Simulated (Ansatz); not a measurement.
Run report: CoSi$_{2}$, single-point calculation

System: CoSi$_{2}$ (3 atoms in the cell).
Method: DFT r2SCAN, scalar-relativistic, plane waves, PAW, no spin polarisation (Ansatz 0.2.0).

The structure derives from a Materials Project entry. It belongs to a series of runs on one base structure; here: band edges of the strained film's bulk. Figures and captions count atoms from 1; the log counts them from 0 in places.

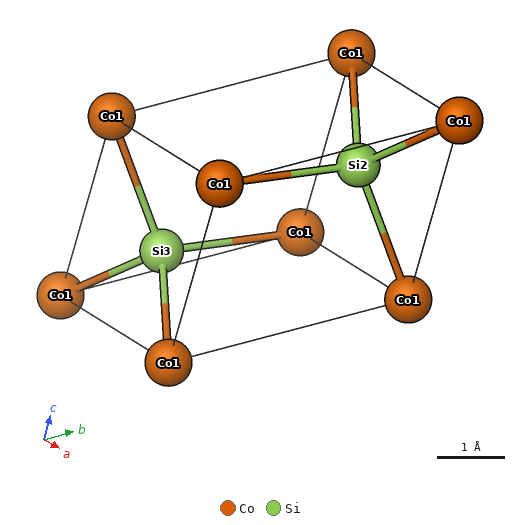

The structure as given in the input (ball-and-stick view of the reduced cell, seen slightly off an axis; atoms are numbered from 1 in the order of the input).

## The input
```yaml
crystal:
  lattice:
    - [3.8492742244, 2.6807e-06, 0.0059788128]
    - [-1.9246347906, 3.3335706049, -0.0059788128]
    - [-1.920004955, 1.1085153776, 3.0173031139]
  atoms:
    - { symbol: Co, position: [0.0, 0.0, 0.0] }
    - { symbol: Si, position: [0.7458816676, 0.2541183324, 0.2394197014] }
    - { symbol: Si, position: [0.2541183324, 0.7458816676, 0.7605802986] }
basis:
  ecutwfc: 500
kpoints:
  mp_grid: { grid: [9, 9, 12] }
hamiltonian:
  xc: r2scan
scf:
  occupations: { method: gaussian, width: 0.1 }
output:
  forces: true
  stress: true
  eigenvalues: true
  write_density: true
  write_potential: true
  elf: true
  volumetric_format: npy
```

Run as:
```bash
ansatz run input.yaml --threads 8 --pin off --max-ram 20480MiB --backend cpu --events-out ev --progress --plain --runs-dir out
```

## What the program printed
```
Engine: ansatz 0.2.0, x86_64-unknown-linux-gnu
Pseudopotentials: kind: paw
Pseudopotential: Co, paw, valence charge 17, recommended cutoff 500 eV (meta_gga), Co.paw.azcp
Pseudopotential: Si, paw, valence charge 4, recommended cutoff 500 eV (meta_gga), Si.paw.azcp
Functional definition: r2SCAN
  parameter k0 = 0.174
  parameter k1 = 0.065
  parameter a1 = 4.9479
  exchange = r2scan_x(k0 = k0, k1 = k1, a1 = a1)
  correlation = r2scan_c
Crystal: 3 atoms, lattice volume = 38.769 Å³
Basis set: ecut = 500 eV, 959 PW (Γ), exchange–correlation on 120×120×120 points (64 copies of the dense FFT grid, shifted against one another)
Bands: 17, of which v1, the nominal top of the filled ones, is band 13 counted from 1 (12 counted from 0)
Symmetry: 4 space group operations
Space group: C2/m (ITA 12), of the structure as read, at distance tolerance 3.4e-5 Å
k-points: 275 of 972
Non-local potential: Co, projectors of the file, l = 0: 3, l = 1: 2, l = 2: 3, l = 3: 1
Non-local potential: Si, projectors of the file, l = 0: 2, l = 1: 2, l = 2: 2
PAW form: soft (Blöchl's): semilocal exchange-correlation on the pseudo side does not see the compensation charge
PAW frozen core: Co, regenerated for the run's functional (the file was generated under x = pbe(κ = 0.804, μ = 0.2195149727645171), c = pbe(β = 0.06672455060314922))
PAW frozen core: Si, regenerated for the run's functional (the file was generated under x = pbe(κ = 0.804, μ = 0.2195149727645171), c = pbe(β = 0.06672455060314922))
PAW one-centre angular grid: Co, 590 points (default); XC on 160 Gauss nodes
PAW one-centre angular grid: Si, 302 points (default); XC on 160 Gauss nodes
Initial density: superposition of atomic densities (neutral atoms: chi_scale 0, normalization atom), corrected by the library's trained network
Initial wavefunctions: pseudopotential atomic-orbital guess
Functional: x = r2scan, c = r2scan; τ floored in thin density (d = 2e-4 eV/Å³)
SCF iter   1: F=—  HF=-6410.770782 eV  |F-HF|=—  |Δ(HF+E_count)|=         —  Δρ=1.89e-2  dr2=1.08e-1  dr2_τ=6.28e-2  ethr=1.77e-3  ⟨swp⟩=5.4  Hψ=24848  notcnv=0
preconditioner: auto → Kerker (q_TF=auto, 2.536 Å⁻¹)  [metal: Δε(μ)=0.004 eV  Ē_g=8.662 eV  σ=0.100 eV  W_gap=0.02  n_scr=14 (ndim 8)  ℏωp=24.6 eV  f_vac=0.002  D(μ)=1.19/eV (n_scr^D=14)]
SCF iter   2: F=—  HF=-6410.854678 eV  |F-HF|=—  |Δ(HF+E_count)|=   8.39e-2  Δρ=2.02e-2  dr2=9.55e-2  dr2_τ=5.94e-4  ethr=4.34e-4  ⟨swp⟩=2.9  Hψ=11288  notcnv=0  defer=87
SCF iter   3: F=—  HF=-6410.843530 eV  |F-HF|=—  |Δ(HF+E_count)|=   1.11e-2  Δρ=6.53e-3  dr2=1.40e-2  dr2_τ=7.07e-5  ethr=3.82e-4  ⟨swp⟩=2.0  Hψ=6857  notcnv=0  defer=87
SCF iter   4: F=—  HF=-6410.842590 eV  |F-HF|=—  |Δ(HF+E_count)|=   9.40e-4  Δρ=1.71e-3  dr2=7.57e-4  dr2_τ=3.95e-5  ethr=5.61e-5  ⟨swp⟩=1.2  Hψ=4888  notcnv=0  defer=87
SCF iter   5: F=—  HF=-6410.842577 eV  |F-HF|=—  |Δ(HF+E_count)|=   1.37e-5  Δρ=1.40e-3  dr2=4.92e-4  dr2_τ=4.06e-5  ethr=3.03e-6  ⟨swp⟩=2.3  Hψ=6915  notcnv=0  defer=87
SCF iter   6: F=—  HF=-6410.842536 eV  |F-HF|=—  |Δ(HF+E_count)|=   4.06e-5  Δρ=3.49e-4  dr2=2.47e-5  dr2_τ=1.83e-6  ethr=1.97e-6  ⟨swp⟩=2.3  Hψ=6379  notcnv=0  defer=87
SCF iter   7: F=—  HF=-6410.842535 eV  |F-HF|=—  |Δ(HF+E_count)|=   1.32e-6  Δρ=8.09e-5  dr2=1.03e-6  dr2_τ=1.34e-7  ethr=9.86e-8  ⟨swp⟩=2.2  Hψ=7307  notcnv=0  defer=87
SCF iter   8: F=—  HF=-6410.842536 eV  |F-HF|=—  |Δ(HF+E_count)|=   1.04e-6  Δρ=3.36e-5  dr2=2.93e-7  dr2_τ=2.22e-8  ethr=4.13e-9  ⟨swp⟩=2.0  Hψ=8014  notcnv=0  defer=87
SCF iter   9: F=-6410.842536 eV  HF=-6410.842536 eV  |F-HF|=3.28e-9  |Δ(HF+E_count)|=   2.46e-8  Δρ=5.13e-6  dr2=5.99e-9  dr2_τ=7.81e-10  ethr=4.00e-10  ⟨swp⟩=9.4  Hψ=28081  notcnv=0
SCF 1 converged in 9 iterations: F = -6410.842536 eV  dr2 = 5.99e-9
  greatest PAW one-centre occupation: 1.002 electrons in one spin orbital (limit 2), on the Co atom at site 0 (counted from 0), in its partial waves of l = 1
SCF converged after 9 iterations
Free energy (F): -6410.842536 eV
Harris-Foulkes:  -6410.842536 eV  (|F-HF|=3.28e-9)
Internal energy: -6410.836132 eV  (E = F + TS)
E sigma→0 (E₀):  -6410.839334 eV
Entropy (-TS):   -0.006404 eV (-2.135 meV/atom)
Fermi energy:    12.613220 eV
--- Per-component energies (eV) ---
  E_band       = -311.378315
  E_kinetic    = 547.705499
  E_local      = -4111.193982  (includes V_loc(G=0)·N_el)
  E_nonlocal   = 501.502551
  E_hartree    = 1791.739797
  E_xc         = -264.940439
  E_vxc        = -336.886304  (∫ρ·V_xc dr)
  E_paw        = -2563.767708  (= ΣΔE_a)
  E_vpaw       = -515.546321  (= ΣTr[D̂ρ^β])
  E_aug_tail   = 0.000053  (compensation charges beyond the density's cutoff)
  E_vtau       = 19.560670  (kinetic-family band-sum trace: ∫τ·v_τ [+ j·A + Jᵃ·Aᵃ] dr)
  E_ewald      = -2311.433832
  E_core_change = -0.448072  (= ΣΔE_core)
  E_smearing   = -0.006404  (= −TS)
  E_closure    = 0.000000  (closes the sum)
  Σ components = -6410.842536   (vs F -6410.842536, Δ=0.00e0)
--- Forces (eV/Å), atoms counted from 1 ---
  atom   1  Co     0.00000000    -0.00000000     0.00000000
  atom   2  Si    -0.00136415     0.00078759     0.00041591
  atom   3  Si     0.00136415    -0.00078759    -0.00041591
  max |Σ_I F_I| component: 0.00e0 eV/Å
--- Stress (GPa, compression-positive) ---
       -8.700261       0.040795       0.000446
        0.040795      -8.653155      -0.000257
        0.000446      -0.000257      -0.007792
  P = ⅓ Tr σ = -5.7871 GPa (-57.871 kbar)
--- Band table (eV; the first three rows and the last of 275) ---
  k-point 0: bands = ["-85.5389", "-47.4074", "-47.4068", "-47.3887", "-1.0869", "8.3431", "8.3659", "8.5918", "10.6559", "10.6679", "13.6849", "15.9175", "15.9528", "16.1037", "16.1318", "16.4878", "16.8710"]
  k-point 1: bands = ["-85.5389", "-47.4075", "-47.4069", "-47.3889", "-0.9709", "8.3281", "8.3823", "8.4038", "10.6190", "10.6305", "13.8820", "14.9740", "15.2510", "15.2858", "16.7682", "16.7936", "18.2252"]
  k-point 2: bands = ["-85.5389", "-47.4076", "-47.4070", "-47.3894", "-0.6252", "7.6279", "8.4902", "8.5069", "10.5385", "10.5480", "13.2719", "14.4939", "14.5180", "14.5607", "16.9355", "16.9606", "17.7629"]
  k-point 274: bands = ["-85.5388", "-47.4087", "-47.4083", "-47.3901", "2.1965", "5.9470", "6.5029", "8.5320", "8.7719", "10.6495", "10.9309", "11.2681", "11.4163", "14.4732", "16.1889", "20.6065", "21.7260"]
```

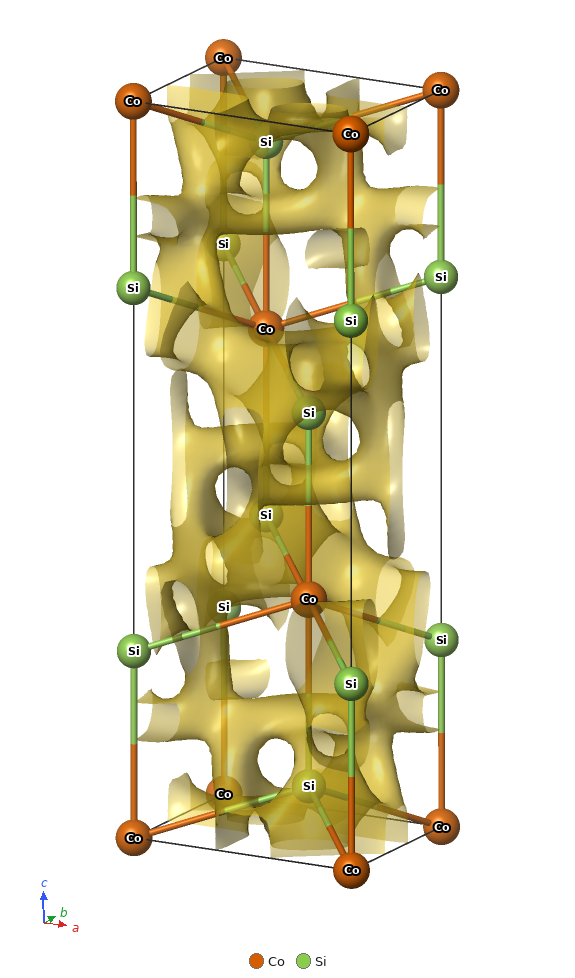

Isosurface of the electron localisation function at 0.6 (yellow), seen slightly off an axis. Only the valence region is drawn (cores and ρ < 0.01 e/Å³ removed). Sticks mark near contacts. The outline is the cell set on symmetry axes. Values along the shortest contacts: Co–Si (2.30 Å): the ELF is about 0.55 at the midpoint. Co–Si (2.34 Å): the ELF is about 0.50 at the midpoint. In a PAW calculation such maps are meaningful between the atoms, not at the nuclei.

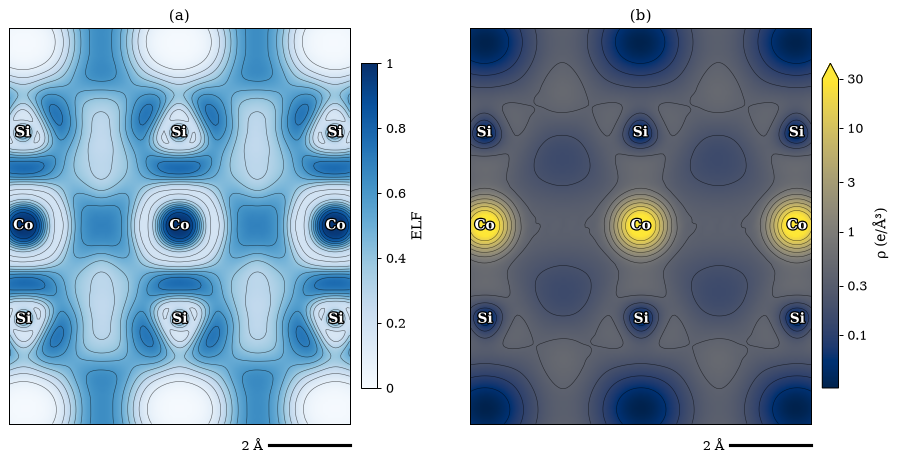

(a) electron localisation function; (b) valence electron density on the (100) plane of the conventional cell. The plane passes through Co and Si nuclei. Co–Si (2.30 Å): ρ is about 0.51 e/Å³ halfway; the ELF is about 0.55 at the midpoint. Away from the nuclei the density in this plane falls to 0.03 e/Å³ at its lowest. The strong features right at Co lie inside the PAW spheres (semicore, d or f shells) and say nothing about bonding.

## Results in brief

```tsv
quantity	value
outcome	converged
space group (tolerance 0.01 Å)	R-3m (166)
electrons treated	25
free energy	−6410.8425 eV
Fermi energy	12.613 eV
gap on the k-point mesh	none (metallic)
pressure	−5.79 GPa
largest force (length of the vector)	0.002 eV/Å
hardware	8 threads of Intel Xeon @ 2.10GHz (Emerald Rapids), 189 GiB of memory available, shared host
wall time	23 s (CPU time 48 s)
peak memory	0.67 GiB
```

## Notes

The run has no spin polarisation, so a magnetic state may lie lower.
